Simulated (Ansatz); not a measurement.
Ge: single-point calculation

- system: Ge (4 atoms in the cell)
- method: DFT r2SCAN, scalar-relativistic, plane waves, PAW, no spin polarisation (Ansatz 0.2.0)

The structure was made by swapping elements on the sites of another compound; it need not be a known phase. It belongs to a series of runs on one base structure; here: C -> Ge on all its sites, cell and atoms relaxed. Figures and captions count atoms from 1; the log counts them from 0 in places.

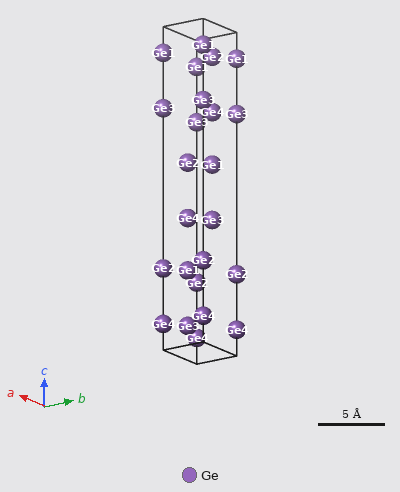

Fig. 1: The structure (spheres-only view of the cell 3 times as large as that of the calculation, set on its symmetry axes, seen at an oblique angle; atoms are numbered from 1 in the order of the input). An atom can appear more than once, as a periodic image.

**Key numbers**

| quantity | value |
| --- | --- |
| outcome | converged |
| space group (tolerance 0.01 Å) | R-3m (166) |
| electrons treated | 56 |
| free energy | −17196.5754 eV |
| Fermi energy | 8.104 eV |
| gap on the k-point mesh | 0.13 eV |
| pressure | 88.16 GPa |
| largest force (length of the vector) | 0.014 eV/Å |
| hardware | 1 thread of AMD EPYC (Zen 3), 192 GiB of memory available, shared host |
| wall time | 12 s |
| peak memory | 0.62 GiB |

**Input file**
```yaml
crystal:
  lattice:
    - [1.6397882214, 0.946732171, 9.6759066213]
    - [-1.6397882214, 0.946732171, 9.6759066213]
    - [0.0, -1.893464342, 9.6759066213]
  atoms:
    - { symbol: Ge, position: [0.9189791265, 0.9189791265, 0.9189791265] }
    - { symbol: Ge, position: [0.2523091569, 0.2523091569, 0.2523091569] }
    - { symbol: Ge, position: [0.7476908431, 0.7476908431, 0.7476908431] }
    - { symbol: Ge, position: [0.0810208735, 0.0810208735, 0.0810208735] }
basis:
  ecutwfc: 500
kpoints:
  mp_grid: { grid: [6, 6, 6] }
hamiltonian:
  xc: r2scan
scf:
  occupations: { method: gaussian, width: 0.1 }
output:
  forces: true
  stress: true
  eigenvalues: true
```

Launch command:
```bash
ansatz run input.yaml --threads 1 --pin off --max-ram 2560MiB --backend cpu --events-out ev --progress --plain --runs-dir out
```

**The program's output**
```
basis.fft_grid_basis auto: the FFT boxes are laid along the combinations [[1, 0, -1], [0, 1, -1], [0, 0, 1]] of the cell's own vectors, 3.280, 3.280 and 9.859 Å long. The dense box has 24×24×72 points. Along the cell's own vectors, as sized, it would have 72×72×72, 9.00 times as many. Of the 12 symmetry operations that the crystal satisfies within crystal.symmetry.tolerance (time reversal apart; of a slab, those that keep its plane) the dense box along the cell's own vectors carries 12, and the one as laid loses 8 of those. basis.fft_grid_basis: typed keeps the cell's own vectors: state it where this run's energies or levels are differenced outside the engine with another run's, or held beside a run that keeps those vectors.
Engine: ansatz 0.2.0, x86_64-unknown-linux-gnu
Pseudopotentials: kind: paw
Pseudopotential: Ge, paw, valence charge 14, recommended cutoff 500 eV (meta_gga), Ge.paw.azcp
Functional definition: r2SCAN
  parameter k0 = 0.174
  parameter k1 = 0.065
  parameter a1 = 4.9479
  exchange = r2scan_x(k0 = k0, k1 = k1, a1 = a1)
  correlation = r2scan_c
Crystal: 4 atoms, lattice volume = 90.128 Å³
Basis set: ecut = 500 eV, 2243 PW (Γ), FFT grids on a1−a3, a2−a3, a3, exchange–correlation on 96×96×288 points (64 copies of the dense FFT grid, shifted against one another)
Bands: 34, of which v1, the nominal top of the filled ones, is band 28 counted from 1 (27 counted from 0)
Symmetry: 12 space group operations
Space group: R-3m (ITA 166), of the structure as read, at distance tolerance 4.5e-5 Å
k-points: 32 of 216
Non-local potential: Ge, projectors of the file, l = 0: 2, l = 1: 2, l = 2: 3, l = 3: 1
PAW form: soft (Blöchl's): semilocal exchange-correlation on the pseudo side does not see the compensation charge
PAW frozen core: Ge, regenerated for the run's functional (the file was generated under x = pbe(κ = 0.804, μ = 0.2195149727645171), c = pbe(β = 0.06672455060314922))
PAW one-centre angular grid: Ge, 590 points (default); XC on 160 Gauss nodes
Initial density: superposition of atomic densities (neutral atoms: chi_scale 0, normalization atom), corrected by the library's trained network
Initial wavefunctions: pseudopotential atomic-orbital guess
Functional: x = r2scan, c = r2scan; τ floored in thin density (d = 2e-4 eV/Å³)
SCF iter   1: F=—  HF=-17196.499760 eV  |F-HF|=—  |Δ(HF+E_count)|=         —  Δρ=7.03e-3  dr2=4.90e-2  dr2_τ=1.02e-1  ethr=1.77e-3  ⟨swp⟩=6.2  Hψ=4280  notcnv=0  defer=1
preconditioner: auto → LDOS  [insulator: Δε(μ)=0.143 eV  Ē_g=25.636 eV  σ=0.100 eV  W_gap=0.69  n_scr=30 (ndim 8)  ℏωp=29.3 eV  f_vac=0.302  D(μ)=0.83/eV (n_scr^D=2)  ε∞_Penn≈2.3  β→1.0]
SCF iter   2: F=—  HF=-17196.608577 eV  |F-HF|=—  |Δ(HF+E_count)|=   1.09e-1  Δρ=6.71e-3  dr2=3.54e-2  dr2_τ=2.00e-4  ethr=8.76e-5  ⟨swp⟩=2.5  Hψ=2429  notcnv=0  defer=47
SCF iter   3: F=—  HF=-17196.575737 eV  |F-HF|=—  |Δ(HF+E_count)|=   3.28e-2  Δρ=1.14e-3  dr2=5.23e-4  dr2_τ=1.25e-5  ethr=6.31e-5  ⟨swp⟩=2.1  Hψ=2084  notcnv=0  defer=47
SCF iter   4: F=—  HF=-17196.575412 eV  |F-HF|=—  |Δ(HF+E_count)|=   3.25e-4  Δρ=1.40e-4  dr2=2.17e-5  dr2_τ=3.94e-7  ethr=9.33e-7  ⟨swp⟩=2.0  Hψ=1939  notcnv=0  defer=47
SCF iter   5: F=—  HF=-17196.575418 eV  |F-HF|=—  |Δ(HF+E_count)|=   6.59e-6  Δρ=4.57e-5  dr2=7.64e-6  dr2_τ=7.53e-8  ethr=3.87e-8  ⟨swp⟩=3.0  Hψ=2103  notcnv=0  defer=47
SCF iter   6: F=-17196.575417 eV  HF=-17196.575417 eV  |F-HF|=7.22e-8  |Δ(HF+E_count)|=   1.46e-6  Δρ=1.20e-5  dr2=6.87e-8  dr2_τ=3.38e-9  ethr=1.79e-10  ⟨swp⟩=8.9  Hψ=5496  notcnv=0
SCF 1 converged in 6 iterations: F = -17196.575417 eV  dr2 = 6.87e-8
  greatest PAW one-centre occupation: 0.999 electrons in one spin orbital (limit 2), on the Ge atom at site 2 (counted from 0), in its partial waves of l = 2
SCF converged after 6 iterations
Free energy (F): -17196.575417 eV
Harris-Foulkes:  -17196.575417 eV  (|F-HF|=7.22e-8)
Internal energy: -17196.569059 eV  (E = F + TS)
E sigma→0 (E₀):  -17196.572238 eV
Entropy (-TS):   -0.006358 eV (-1.589 meV/atom)
Fermi energy:    8.104053 eV
--- Per-component energies (eV) ---
  E_band       = -702.055487
  E_kinetic    = 485.622134
  E_local      = -13080.049602  (includes V_loc(G=0)·N_el)
  E_nonlocal   = 1695.431285
  E_hartree    = 5888.316527
  E_xc         = -296.595999
  E_vxc        = -300.272276  (∫ρ·V_xc dr)
  E_paw        = -8133.102071  (= ΣΔE_a)
  E_vpaw       = -1296.568220  (= ΣTr[D̂ρ^β])
  E_aug_tail   = 0.000044  (compensation charges beyond the density's cutoff)
  E_vtau       = 17.164146  (kinetic-family band-sum trace: ∫τ·v_τ [+ j·A + Jᵃ·Aᵃ] dr)
  E_ewald      = -3751.848315
  E_core_change = -4.343063  (= ΣΔE_core)
  E_smearing   = -0.006358  (= −TS)
  E_closure    = -0.000000  (closes the sum)
  Σ components = -17196.575417   (vs F -17196.575417, Δ=0.00e0)
--- Forces (eV/Å), atoms counted from 1 ---
  atom   1  Ge     0.00000000    -0.00000000     0.01367527
  atom   2  Ge     0.00000000     0.00000000    -0.00555528
  atom   3  Ge     0.00000000    -0.00000000     0.00555528
  atom   4  Ge     0.00000000     0.00000000    -0.01367527
  max |Σ_I F_I| component: 1.73e-18 eV/Å
--- Stress (GPa, compression-positive) ---
      132.765418      -0.000000       0.000000
        0.000000     132.765418      -0.000000
        0.000000      -0.000000      -1.038139
  P = ⅓ Tr σ = 88.1642 GPa (881.642 kbar)
--- Band table (eV; the first three rows and the last of 32) ---
  k-point 0: bands = ["-18.6654", "-18.6652", "-18.4772", "-18.4772", "-18.4772", "-18.4772", "-18.2580", "-18.2580", "-18.2580", "-18.2580", "-17.8974", "-17.8974", "-17.8974", "-17.8974", "-17.4340", "-17.4340", "-17.4340", "-17.4340", "-17.2923", "-17.2923", "-8.0881", "-8.0333", "2.0313", "2.8137", "8.0125", "8.0125", "8.0132", "8.0132", "9.9146", "13.6873", "13.6873", "13.6906", "13.6906", "14.4519"]
  k-point 1: bands = ["-18.7460", "-18.7459", "-18.6827", "-18.6827", "-18.5736", "-18.5735", "-18.2852", "-18.2851", "-18.2298", "-18.2297", "-17.6889", "-17.6888", "-17.6394", "-17.6394", "-17.4814", "-17.4813", "-17.4084", "-17.4084", "-17.2866", "-17.2866", "-7.5871", "-7.5340", "2.6042", "3.3760", "4.9283", "4.9508", "6.7097", "6.7201", "10.4433", "12.7506", "12.7844", "14.7490", "15.8332", "15.9313"]
  k-point 2: bands = ["-18.9890", "-18.9890", "-18.9196", "-18.9196", "-18.5280", "-18.5279", "-18.3351", "-18.3351", "-18.1628", "-18.1627", "-17.5859", "-17.5858", "-17.5162", "-17.5161", "-17.3614", "-17.3614", "-17.2947", "-17.2947", "-17.1889", "-17.1888", "-6.0672", "-6.0188", "0.5419", "0.5761", "4.2469", "4.9688", "5.0973", "5.1063", "11.3398", "11.5353", "11.5755", "11.9171", "12.0923", "15.9434"]
  k-point 31: bands = ["-18.6653", "-18.6653", "-18.4772", "-18.4772", "-18.4772", "-18.4772", "-18.2581", "-18.2581", "-18.2580", "-18.2580", "-17.8974", "-17.8974", "-17.8974", "-17.8974", "-17.4340", "-17.4340", "-17.4340", "-17.4340", "-17.2924", "-17.2922", "-8.0683", "-8.0536", "2.3225", "2.4575", "8.0047", "8.0047", "8.0210", "8.0210", "11.3748", "11.4636", "13.6695", "13.6695", "13.7086", "13.7086"]
```

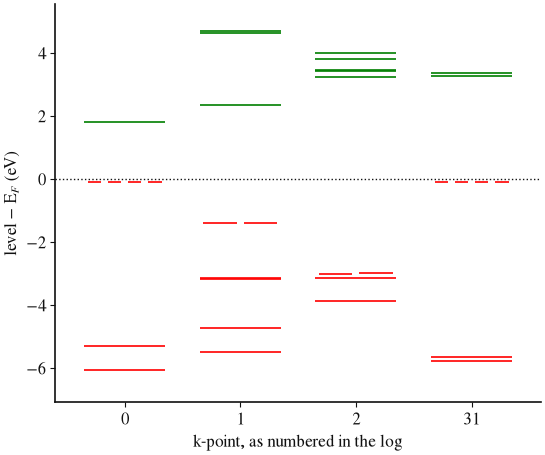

Fig. 2: Kohn–Sham levels near the Fermi level (dotted) at the few k-points that the log prints; levels within 0.02 eV of each other stand side by side. Among these points the highest filled and lowest empty levels are 1.89 eV apart; the gap on the full mesh, 0.13 eV, has an edge at a point that isn't printed.
